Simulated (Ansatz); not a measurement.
Single-point calculation, with input and output: Ta

Ta (slab, 5 atoms in the cell), computed with DFT, PBE, PAW with Ansatz's default frozen-core files, scalar-relativistic, no spin polarisation (Ansatz 0.2.0).

It belongs to a series of runs on one base structure; here: vacuum of 7 Å, PAW files. Figures and captions count atoms from 1; the log counts them from 0 in places.

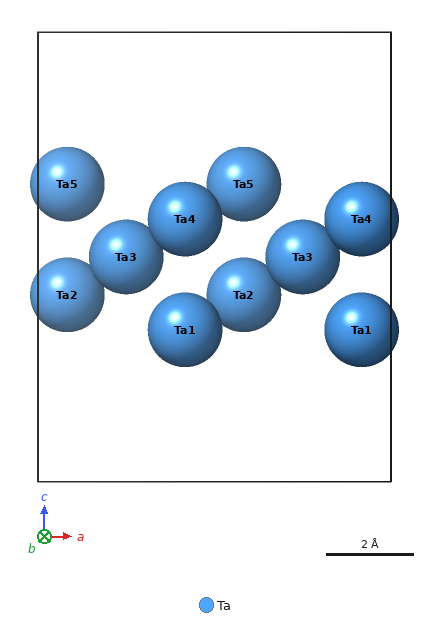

**Figure 1.** The input geometry (spheres-only view of the 2 × 1 repeat of the cell, with the vacuum cut short, along the b axis; atoms are numbered from 1 in the order of the input).

Summary:

| quantity | value |
| --- | --- |
| outcome | converged |
| electrons treated | 65 |
| free energy | −49654.7948 eV |
| Fermi energy | 6.719 eV |
| largest force (length of the vector) | 0.025 eV/Å |
| hardware | 2 threads of Arm Neoverse V2, 24 GiB of memory available, shared host |
| wall time | 3.3 s (CPU time 6.4 s) |
| peak memory | 0.4 GiB |

Warnings of the run: the density in the vacuum is higher than it should be, so vacuum levels may be off. Spin–orbit coupling is left out, which matters for Ta.

The input:
```yaml
crystal:
  lattice:
    - [4.6945593029, 0.0, 0.0]
    - [-2.3472796515, 4.0656076159, 0.0]
    - [0.0, 0.0, 10.3554]
  atoms:
    - { symbol: Ta, position: [0.8333333333, 0.1666666667, 0.3379899465] }
    - { symbol: Ta, position: [0.1666666667, 0.8333333333, 0.4157792591] }
    - { symbol: Ta, position: [0.5, 0.5, 0.4999999969] }
    - { symbol: Ta, position: [0.8333333333, 0.1666666667, 0.5842207373] }
    - { symbol: Ta, position: [0.1666666667, 0.8333333333, 0.6620100535] }
kpoints:
  mp_grid: { grid: [9, 9, 1] }
scf:
  occupations: { method: fermi_dirac, width: 0.08 }
hamiltonian:
  xc: pbe
  pseudopotentials: { kind: paw }
output:
  forces: true
  stress: true
  eigenvalues: true
efield:
  axis: 3
  amplitude: 0
  dipole_correction: true
```

Run as:
```bash
ansatz run input.yaml --threads 2 --pin off --max-ram 4096MiB --backend cpu --events-out ev --progress --plain --runs-dir out
```

What the program printed:
```
Engine: ansatz 0.2.0, aarch64-unknown-linux-gnu
Pseudopotentials: kind: paw
Pseudopotential: Ta, paw, valence charge 13, recommended cutoff 420 eV (normal), Ta.paw.azcp
Functional definition: PBE
  parameter kappa = 0.804
  parameter beta = 0.06672455060314922
  exchange = pbe_x(kappa = kappa, mu = beta*pi^2/3)
  correlation = pbe_c(beta = beta)
Crystal: 5 atoms, lattice volume = 197.646 Å³
Basis set: ecut = 420 eV, 3809 PW (Γ), exchange–correlation on 64×64×144 points (8 copies of the dense FFT grid, shifted against one another)
Bands: 39, of which v1, the nominal top of the filled ones, is band 33 counted from 1 (32 counted from 0)
Symmetry: 6 space group operations
k-points: 12 of 81 (time reversal used)
Non-local potential: Ta, projectors of the file, l = 0: 3, l = 1: 2, l = 2: 2, l = 3: 1
PAW form: soft (Blöchl's): semilocal exchange-correlation on the pseudo side does not see the compensation charge
PAW one-centre angular grid: Ta, 590 points (default); XC on 64 Gauss nodes
Initial density: superposition of atomic densities (neutral atoms: chi_scale 0, normalization atom), corrected by the library's trained network
Initial wavefunctions: pseudopotential atomic-orbital guess
Functional: x = pbe(κ = 0.804, μ = 0.2195149727645171), c = pbe(β = 0.06672455060314922)
SCF iter   1: F=—  HF=-49654.798039 eV  |F-HF|=—  |Δ(HF+E_count)|=         —  Δρ=6.42e-3  dr2=1.59e-1  ethr=1.77e-3  p=0.000 e·Å  D=5.15e-9 V/Å  ΔV_dip=-0.00 eV  dr2_dipole=9.42e-8  V_vac-E_F(+/−)=3.81/3.87 eV  ⟨swp⟩=9.2  Hψ=2192  notcnv=0
efield: sawtooth ramp at fractional position 0.9500 (placed from the atoms, in the widest stretch of the axis that holds none; the zero of the levels goes with the place), width 0.1000; the density the first Hamiltonian is built on has a dipole p = 0.000 e·Å; the dipole correction subtracts the counter field D = 5.15e-9 V/Å, which shifts the + side's vacuum level by -0.00 eV against the − side's; the planar-averaged density in the ramp window peaks in size at 6.6e-3 e/Å³
preconditioner: auto → LDOS  [metal: Δε(μ)=0.023 eV  Ē_g=3.252 eV  σ=0.080 eV  W_gap=0.07  n_scr=36 (ndim 8)  ℏωp=13.2 eV  f_vac=0.370  D(μ)=5.07/eV (n_scr^D=36)  β→1.0]
SCF iter   2: F=—  HF=-49654.799343 eV  |F-HF|=—  |Δ(HF+E_count)|=   1.30e-3  Δρ=2.95e-3  dr2=5.86e-2  ethr=2.44e-4  p=0.000 e·Å  D=5.66e-5 V/Å  ΔV_dip=-0.00 eV  dr2_dipole=6.19e-7  V_vac-E_F(+/−)=3.56/3.61 eV  ⟨swp⟩=3.2  Hψ=837  notcnv=0
SCF iter   3: F=—  HF=-49654.795152 eV  |F-HF|=—  |Δ(HF+E_count)|=   4.19e-3  Δρ=9.97e-4  dr2=8.88e-3  ethr=9.01e-5  p=-0.000 e·Å  D=-2.66e-7 V/Å  ΔV_dip=0.00 eV  dr2_dipole=1.36e-7  V_vac-E_F(+/−)=3.65/3.70 eV  ⟨swp⟩=2.0  Hψ=692  notcnv=0
SCF iter   4: F=—  HF=-49654.794496 eV  |F-HF|=—  |Δ(HF+E_count)|=   6.56e-4  Δρ=2.84e-4  dr2=2.57e-4  ethr=1.37e-5  p=0.000 e·Å  D=2.03e-6 V/Å  ΔV_dip=-0.00 eV  dr2_dipole=1.72e-10  V_vac-E_F(+/−)=3.64/3.69 eV  ⟨swp⟩=2.0  Hψ=600  notcnv=0
SCF iter   5: F=—  HF=-49654.794551 eV  |F-HF|=—  |Δ(HF+E_count)|=   5.47e-5  Δρ=7.79e-5  dr2=2.42e-5  ethr=3.96e-7  p=-0.000 e·Å  D=-4.09e-7 V/Å  ΔV_dip=0.00 eV  dr2_dipole=3.03e-11  V_vac-E_F(+/−)=3.64/3.69 eV  ⟨swp⟩=2.6  Hψ=751  notcnv=0
SCF iter   6: F=—  HF=-49654.794782 eV  |F-HF|=—  |Δ(HF+E_count)|=   2.31e-4  Δρ=2.06e-5  dr2=1.14e-6  ethr=3.72e-8  p=-0.000 e·Å  D=-4.94e-7 V/Å  ΔV_dip=0.00 eV  dr2_dipole=2.76e-11  V_vac-E_F(+/−)=3.64/3.69 eV  ⟨swp⟩=2.0  Hψ=627  notcnv=0
SCF iter   7: F=-49654.794783 eV  HF=-49654.794783 eV  |F-HF|=1.11e-8  |Δ(HF+E_count)|=   6.39e-7  Δρ=5.29e-6  dr2=7.77e-8  ethr=1.54e-10  p=-0.000 e·Å  D=-6.89e-8 V/Å  ΔV_dip=0.00 eV  dr2_dipole=7.68e-12  V_vac-E_F(+/−)=3.64/3.69 eV  ⟨swp⟩=7.1  Hψ=2524  notcnv=0
WARN: efield: at this solve's end the planar-averaged density reaches 7.07e-3 e/Å³ inside the ramp window [0.8534, 0.1466] (bound 1e-5 e/Å³); the window's nearer edge stands 1.98 Å from this solve's nearest atom along the axis. Its work functions, free energy, forces, stress, dipole, levels and responses can be off, and this figure does not tell by how much. The cell may have no vacuum along `efield.axis`. A short vacuum, a low `basis.ecutwfc` or `basis.ecutrho_ratio` and negative occupations (`scf.occupations.method`) can put density there. See the manual's quickstart, § The vacuum guard
SCF 1 converged in 7 iterations: F = -49654.794783 eV  dr2 = 7.77e-8
  greatest PAW one-centre occupation: 1.000 electrons in one spin orbital (limit 2), on the Ta atom at site 3 (counted from 0), in its partial waves of l = 0
```

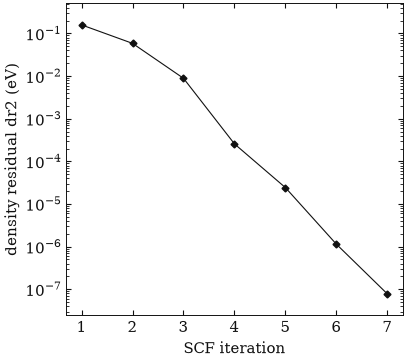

**Figure 2.** Convergence of the self-consistent field: density residual dr2 against the SCF iteration. The residual falls at every step.

```
SCF converged after 7 iterations
Free energy (F): -49654.794783 eV
Harris-Foulkes:  -49654.794783 eV  (|F-HF|=1.11e-8)
Internal energy: -49654.686231 eV  (E = F + TS)
E sigma→0 (E₀):  -49654.740507 eV
Entropy (-TS):   -0.108552 eV (-21.710 meV/atom)
Fermi energy:    6.718566 eV
Dipole field:    D = -0.000004 V/Å  (p = -0.000004 e·Å, saw-weighted, corrected)
Work function:   Φ+ = 3.6360 eV (in doubt: plateau slope 8.4e-1 eV/Å)   Φ− = 3.6858 eV (in doubt: plateau slope 6.2e-1 eV/Å)
Levels:          The Fermi level and band energies are counted from a zero that moves with the ramp; work functions are not
Vacuum region:   at the solve's end the planar-averaged density reaches 7.07e-3 e/Å³ inside the ramp window [0.8534, 0.1466] (bound 1e-5 e/Å³)
--- Per-component energies (eV) ---
  E_band       = -1300.881815
  E_kinetic    = 1821.275900
  E_local      = -14595.185284  (includes V_loc(G=0)·N_el)
  E_nonlocal   = 79.151757
  E_hartree    = 6483.951939
  E_xc         = -1084.714965
  E_vxc        = -1010.103219  (∫ρ·V_xc dr)
  E_paw        = -41983.050837  (= ΣΔE_a)
  E_vpaw       = -563.923237  (= ΣTr[D̂ρ^β])
  E_aug_tail   = 0.000715  (compensation charges beyond the density's cutoff)
  E_efield     = 0.000000  (sawtooth field / dipole correction)
  E_vefield    = 0.000000  (∫n·V_field dr)
  E_ewald      = -376.115456
  E_smearing   = -0.108552  (= −TS)
  E_closure    = -0.000000  (closes the sum)
  Σ components = -49654.794783   (vs F -49654.794783, Δ=0.00e0)
--- Forces (eV/Å), atoms counted from 1 ---
  atom   1  Ta     0.00000000     0.00000000    -0.02510472
  atom   2  Ta    -0.00000000    -0.00000000     0.00783153
  atom   3  Ta     0.00000000    -0.00000000     0.00000128
  atom   4  Ta     0.00000000     0.00000000    -0.00782634
  atom   5  Ta    -0.00000000    -0.00000000     0.02510489
  max |Σ_I F_I| component: 6.63e-6 eV/Å
--- Stress (GPa, compression-positive) ---
       -2.828736       0.000000      -0.000000
        0.000000      -2.828736      -0.000000
        0.000000      -0.000000      -0.236282
  P = ⅓ Tr σ = -1.9646 GPa (-19.646 kbar)
--- Band table (eV; the first three rows and the last of 12) ---
  k-point 0: bands = ["-60.8568", "-60.8318", "-60.8110", "-60.1771", "-60.1762", "-27.7550", "-27.7179", "-27.5116", "-27.5116", "-27.4835", "-27.4835", "-27.4072", "-27.4072", "-27.3185", "-26.6923", "-26.6923", "-26.5413", "-26.5144", "-26.5144", "-26.4903", "-0.0299", "3.0873", "3.5092", "3.5092", "5.2681", "5.2681", "5.5667", "5.6067", "5.7278", "5.7278", "5.9703", "6.2640", "6.2640", "7.0457", "7.0457", "7.7386", "9.0292", "9.0292", "9.2684"]
  k-point 1: bands = ["-60.8552", "-60.8318", "-60.8117", "-60.1775", "-60.1769", "-27.7663", "-27.7226", "-27.5920", "-27.5708", "-27.4123", "-27.4022", "-27.4022", "-27.3923", "-27.3233", "-26.6891", "-26.6867", "-26.5432", "-26.5343", "-26.5146", "-26.4885", "0.1384", "3.1238", "3.5541", "3.5978", "4.8088", "5.2060", "5.3945", "5.5900", "5.6859", "5.8363", "6.1678", "6.2883", "6.4998", "7.0760", "7.1655", "7.8750", "8.8208", "8.9513", "9.2777"]
  k-point 2: bands = ["-60.8506", "-60.8320", "-60.8135", "-60.1789", "-60.1785", "-27.7976", "-27.7348", "-27.6738", "-27.5792", "-27.4192", "-27.4093", "-27.3243", "-27.3201", "-27.2946", "-26.6869", "-26.6716", "-26.6061", "-26.5199", "-26.5156", "-26.4856", "0.6203", "3.2167", "3.6112", "3.8560", "4.2757", "5.0257", "5.1497", "5.4564", "5.6203", "5.9926", "6.2188", "6.2777", "6.9891", "7.1904", "7.3280", "8.3067", "8.4760", "8.7815", "8.8469"]
  k-point 11: bands = ["-60.8351", "-60.8351", "-60.8195", "-60.1822", "-60.1822", "-27.8299", "-27.8299", "-27.5766", "-27.5681", "-27.4898", "-27.4898", "-27.2684", "-27.2684", "-27.2376", "-26.6485", "-26.6485", "-26.6439", "-26.5787", "-26.4774", "-26.4774", "2.8217", "2.9458", "2.9458", "4.1209", "4.1209", "4.3665", "5.6266", "5.9402", "5.9402", "6.1158", "6.1158", "6.6819", "6.8309", "7.1409", "7.1409", "7.7364", "7.7866", "7.7866", "8.8162"]
```
